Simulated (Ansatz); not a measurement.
## Two runs on Sb

System: Sb (R-3m, 2 atoms in the cell).
Method of the first run: DFT, r2SCAN, plane waves, PAW, no spin polarisation (Ansatz 0.2.0).

The structure is a generated one, with these elements put on the sites of a known structure type; it need not be a known phase. Text and figures count atoms from 1; the logs count them from 0 in places.

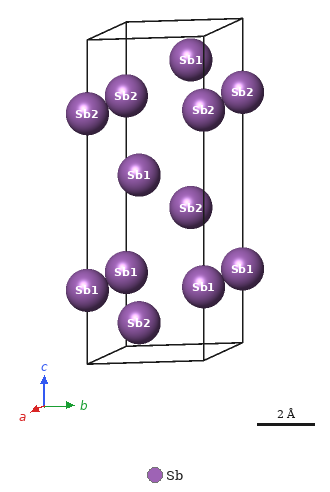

Figure 1. The input geometry (spheres-only view of the cell 3 times as large as that of the calculation, set on its symmetry axes, seen slightly off an axis; atoms are numbered from 1 in the order of the input).

The input, the first run:
```yaml
crystal:
  lattice:
    - [2.101509, 3.639915, 0.0]
    - [-2.101509, 3.639915, 0.0]
    - [0.0, -2.42661, 3.890786]
  atoms:
    - { symbol: Sb, position: [0.22764, 0.22764, 0.68292] }
    - { symbol: Sb, position: [0.77236, 0.77236, 0.31708] }
  symmetry: { tolerance: 0.0003 }
kpoints:
  mp_grid: { grid: [8, 8, 8], shift: [0, 0, 0] }
magnetization:
  spin_polarized: false
scf:
  occupations: { method: fermi_dirac }
hamiltonian:
  pseudopotentials: { kind: paw }
  xc: r2scan
basis:
  ecutwfc: 500
output:
  forces: true
  stress: true
  eigenvalues: true
accuracy: high
```

Command:
```bash
ansatz run input.yaml --threads 1 --pin off --max-ram 2560MiB --backend cpu --events-out ev --progress --plain --runs-dir out
```

Hardware: 1 thread of an Arm (aarch64) CPU, shared host.

Output, shortened to warnings, some set-up lines, iterations and results (the first run):
```
Warning: crystal.lattice misses the space group found at crystal.symmetry.tolerance 3.0e-4 in a digit that the deck types, which is why this is a warning: making the lattice exact moves one of its numbers by a whole unit of that number's last typed decimal, or more. The operation that it misses by the most changes a squared length by the fraction 2.55e-6. The run uses the lattice that is a …
Basis set: ecut = 500 eV, 1545 PW (Γ), exchange–correlation on 180×180×200 points (125 copies of the dense FFT grid, shifted against one another)
Symmetry: 12 space group operations
k-points: 65 of 512
Initial density: superposition of atomic densities (neutral atoms: chi_scale 0, normalization atom), corrected by the library's trained network
[...]
SCF iter   1: F=—  HF=-12998.142969 eV  |F-HF|=—  |Δ(HF+E_count)|=         —  Δρ=4.96e-3  dr2=9.53e-3  dr2_τ=2.64e-3  ethr=1.77e-3  ⟨swp⟩=6.1  Hψ=6499  notcnv=0
SCF iter   2: F=—  HF=-12998.157752 eV  |F-HF|=—  |Δ(HF+E_count)|=   1.48e-2  Δρ=2.87e-3  dr2=3.79e-3  dr2_τ=4.13e-5  ethr=3.18e-5  ⟨swp⟩=2.4  Hψ=2602  notcnv=0
SCF iter   3: F=—  HF=-12998.158294 eV  |F-HF|=—  |Δ(HF+E_count)|=   5.42e-4  Δρ=6.27e-4  dr2=2.65e-4  dr2_τ=7.84e-6  ethr=1.26e-5  ⟨swp⟩=3.0  Hψ=2226  notcnv=0
SCF iter   4: F=—  HF=-12998.158273 eV  |F-HF|=—  |Δ(HF+E_count)|=   2.15e-5  Δρ=2.07e-4  dr2=3.23e-5  dr2_τ=4.46e-7  ethr=8.84e-7  ⟨swp⟩=3.0  Hψ=2274  notcnv=0
SCF iter   5: F=—  HF=-12998.158282 eV  |F-HF|=—  |Δ(HF+E_count)|=   9.69e-6  Δρ=6.87e-5  dr2=3.91e-6  dr2_τ=7.25e-8  ethr=1.08e-7  ⟨swp⟩=2.0  Hψ=1505  notcnv=0
SCF iter   6: F=—  HF=-12998.158284 eV  |F-HF|=—  |Δ(HF+E_count)|=   2.08e-6  Δρ=1.74e-5  dr2=1.42e-7  dr2_τ=6.67e-9  ethr=1.30e-8  ⟨swp⟩=2.0  Hψ=1594  notcnv=0
SCF iter   7: F=-12998.158284 eV  HF=-12998.158284 eV  |F-HF|=9.38e-9  |Δ(HF+E_count)|=   1.82e-7  Δρ=5.57e-6  dr2=1.62e-8  dr2_τ=7.65e-10  ethr=3.33e-10  ⟨swp⟩=6.3  Hψ=5554  …
SCF iter   8: F=—  HF=-12998.158284 eV  |F-HF|=—  |Δ(HF+E_count)|=   1.56e-8  Δρ=8.17e-7  dr2=3.55e-10  dr2_τ=1.32e-11  ethr=5.41e-11  ⟨swp⟩=2.0  Hψ=2236  notcnv=0
SCF iter   9: F=—  HF=-12998.158284 eV  |F-HF|=—  |Δ(HF+E_count)|=  5.02e-10  Δρ=2.14e-7  dr2=5.24e-11  dr2_τ=2.60e-13  ethr=1.18e-12  ⟨swp⟩=2.0  Hψ=1576  notcnv=0
SCF iter  10: F=-12998.158284 eV  HF=-12998.158284 eV  |F-HF|=3.64e-12  |Δ(HF+E_count)|=  1.27e-11  Δρ=4.99e-8  dr2=1.69e-12  dr2_τ=3.56e-14  ethr=1.00e-12  ⟨swp⟩=6.1  …
SCF 1 converged in 10 iterations: F = -12998.158284 eV  dr2 = 1.69e-12
SCF converged after 10 iterations
Free energy (F): -12998.158284 eV
Harris-Foulkes:  -12998.158284 eV  (|F-HF|=3.64e-12)
Internal energy: -12998.150306 eV  (E = F + TS)
E sigma→0 (E₀):  -12998.154295 eV
Entropy (-TS):   -0.007979 eV (-3.989 meV/atom)
Fermi energy:    10.553642 eV
--- Per-component energies (eV) ---
  E_band       = -354.467424
  E_kinetic    = 414.320210
  E_local      = -3212.343124  (includes V_loc(G=0)·N_el)
  E_nonlocal   = 726.469169
  E_hartree    = 1461.726336
  E_xc         = -255.282859
  E_vxc        = -206.321338  (∫ρ·V_xc dr)
  E_paw        = -9204.087313  (= ΣΔE_a)
  E_vpaw       = -1013.906583  (= ΣTr[D̂ρ^β])
  E_aug_tail   = -0.000001  (compensation charges beyond the density's cutoff)
  E_vtau       = 13.861541  (kinetic-family band-sum trace: ∫τ·v_τ [+ j·A + Jᵃ·Aᵃ] dr)
  E_ewald      = -2929.964796
  E_core_change = 1.012074  (= ΣΔE_core)
  E_smearing   = -0.007979  (= −TS)
  E_closure    = 0.000000  (closes the sum)
  Σ components = -12998.158284   (vs F -12998.158284, Δ=0.00e0)
--- Forces (eV/Å), atoms counted from 1 ---
  atom   1  Sb    -0.00000000    -0.00000000     0.89965434
  atom   2  Sb     0.00000000     0.00000000    -0.89965434
  max |Σ_I F_I| component: 1.11e-16 eV/Å
--- Stress (GPa, compression-positive) ---
        6.308718       0.000000       0.000000
        0.000000       6.308718       0.000000
        0.000000       0.000000       4.475982
  P = ⅓ Tr σ = 5.6978 GPa (56.978 kbar)
```

The input of the second run differs as follows (lines with − go, lines with + come):
```diff
-  mp_grid: { grid: [8, 8, 8], shift: [0, 0, 0] }
+  mp_grid: { grid: [5, 5, 5], shift: [0, 0, 0] }
-accuracy: high
```

What does this change do to the results?

The free energy of the second run is 16.1 meV per atom lower, the joint effect of these numerical settings, which can't be told apart here. The largest force goes from 0.900 to 0.758 eV/Å. The SCF takes 6 iterations against 10. The irreducible k-points go from 65 to 19.

Output, shortened to warnings, some set-up lines, iterations and results (the second run):
```
Warning: crystal.lattice misses the space group found at crystal.symmetry.tolerance 3.0e-4 in a digit that the deck types, which is why this is a warning: making the lattice exact moves one of its numbers by a whole unit of that number's last typed decimal, or more. The operation that it misses by the most changes a squared length by the fraction 2.55e-6. The run uses the lattice that is a …
Basis set: ecut = 500 eV, 1545 PW (Γ), exchange–correlation on 128×128×144 points (64 copies of the dense FFT grid, shifted against one another)
Symmetry: 12 space group operations
k-points: 19 of 125
Initial density: superposition of atomic densities (neutral atoms: chi_scale 0, normalization atom), corrected by the library's trained network
[...]
SCF iter   1: F=—  HF=-12998.175440 eV  |F-HF|=—  |Δ(HF+E_count)|=         —  Δρ=4.36e-3  dr2=4.65e-3  dr2_τ=2.58e-3  ethr=1.77e-3  ⟨swp⟩=6.1  Hψ=1885  notcnv=0
SCF iter   2: F=—  HF=-12998.189618 eV  |F-HF|=—  |Δ(HF+E_count)|=   1.42e-2  Δρ=2.42e-3  dr2=1.74e-3  dr2_τ=2.81e-5  ethr=1.55e-5  ⟨swp⟩=2.8  Hψ=855  notcnv=0
SCF iter   3: F=—  HF=-12998.190461 eV  |F-HF|=—  |Δ(HF+E_count)|=   8.43e-4  Δρ=6.40e-4  dr2=1.65e-4  dr2_τ=7.55e-6  ethr=5.82e-6  ⟨swp⟩=2.2  Hψ=448  notcnv=0
SCF iter   4: F=—  HF=-12998.190496 eV  |F-HF|=—  |Δ(HF+E_count)|=   3.45e-5  Δρ=1.37e-4  dr2=1.32e-5  dr2_τ=1.77e-7  ethr=5.50e-7  ⟨swp⟩=3.0  Hψ=647  notcnv=0
SCF iter   5: F=—  HF=-12998.190495 eV  |F-HF|=—  |Δ(HF+E_count)|=   2.38e-7  Δρ=4.60e-5  dr2=1.73e-6  dr2_τ=2.84e-8  ethr=4.41e-8  ⟨swp⟩=2.0  Hψ=455  notcnv=0
SCF iter   6: F=-12998.190496 eV  HF=-12998.190496 eV  |F-HF|=2.57e-8  |Δ(HF+E_count)|=   4.39e-7  Δρ=1.12e-5  dr2=9.69e-8  dr2_τ=3.35e-9  ethr=3.33e-10  ⟨swp⟩=4.5  Hψ=1720  …
SCF 1 converged in 6 iterations: F = -12998.190496 eV  dr2 = 9.69e-8
SCF converged after 6 iterations
Free energy (F): -12998.190496 eV
Harris-Foulkes:  -12998.190496 eV  (|F-HF|=2.57e-8)
Internal energy: -12998.177398 eV  (E = F + TS)
E sigma→0 (E₀):  -12998.183947 eV
Entropy (-TS):   -0.013098 eV (-6.549 meV/atom)
Fermi energy:    10.532034 eV
--- Per-component energies (eV) ---
  E_band       = -354.601992
  E_kinetic    = 414.228519
  E_local      = -3212.130700  (includes V_loc(G=0)·N_el)
  E_nonlocal   = 726.386231
  E_hartree    = 1461.545465
  E_xc         = -255.272858
  E_vxc        = -206.330535  (∫ρ·V_xc dr)
  E_paw        = -9203.981331  (= ΣΔE_a)
  E_vpaw       = -1013.715115  (= ΣTr[D̂ρ^β])
  E_aug_tail   = -0.000001  (compensation charges beyond the density's cutoff)
  E_vtau       = 13.877476  (kinetic-family band-sum trace: ∫τ·v_τ [+ j·A + Jᵃ·Aᵃ] dr)
  E_ewald      = -2929.964796
  E_core_change = 1.012074  (= ΣΔE_core)
  E_smearing   = -0.013098  (= −TS)
  E_closure    = 0.000000  (closes the sum)
  Σ components = -12998.190496   (vs F -12998.190496, Δ=0.00e0)
--- Forces (eV/Å), atoms counted from 1 ---
  atom   1  Sb     0.00000000    -0.00000000     0.75830925
  atom   2  Sb    -0.00000000     0.00000000    -0.75830925
  max |Σ_I F_I| component: 1.85e-17 eV/Å
--- Stress (GPa, compression-positive) ---
        6.552953       0.000000       0.000000
        0.000000       6.552953       0.000000
        0.000000       0.000000       3.763705
  P = ⅓ Tr σ = 5.6232 GPa (56.232 kbar)
```

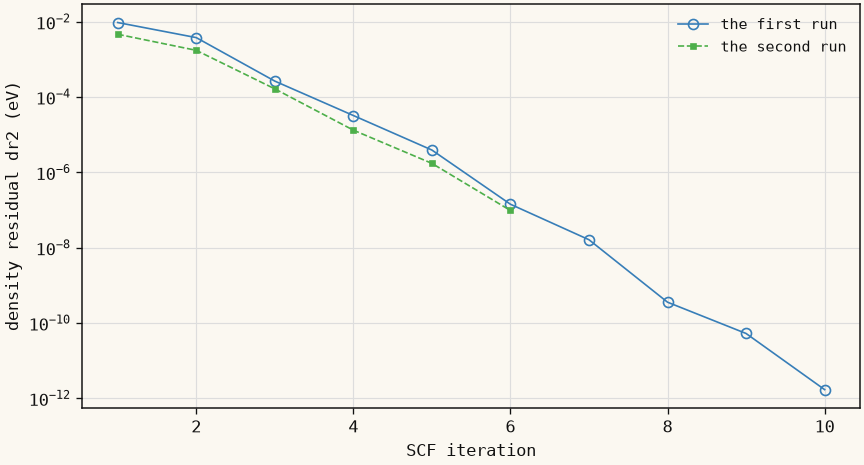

Figure 2. Convergence of the two runs: density residual dr2 against the SCF iteration. The first run takes 10 iterations in all, and the second run takes 6.

The two runs side by side:

| quantity | the first run | the second run |
| --- | --- | --- |
| outcome | converged | converged |
| free energy per atom (eV) | −6499.0791 | −6499.0952 |
| energy per atom, smearing taken to zero (eV) | −6499.0771 | −6499.0920 |
| pressure (GPa) | 5.70 | 5.62 |
| largest force (eV/Å) | 0.900 | 0.758 |
| SCF iterations | 10 | 6 |
| irreducible k-points | 65 | 19 |
| plane waves at Γ | 1545 | 1545 |
| wall time (shared host) | 18 s | 4.4 s |

For both runs: Warnings: the structure was made exactly symmetric. For the first run: The cell is under a pressure of 5.7 GPa at this level, so it is not at its equilibrium volume. For the second run: The cell is under a pressure of 5.6 GPa at this level, so it is not at its equilibrium volume.
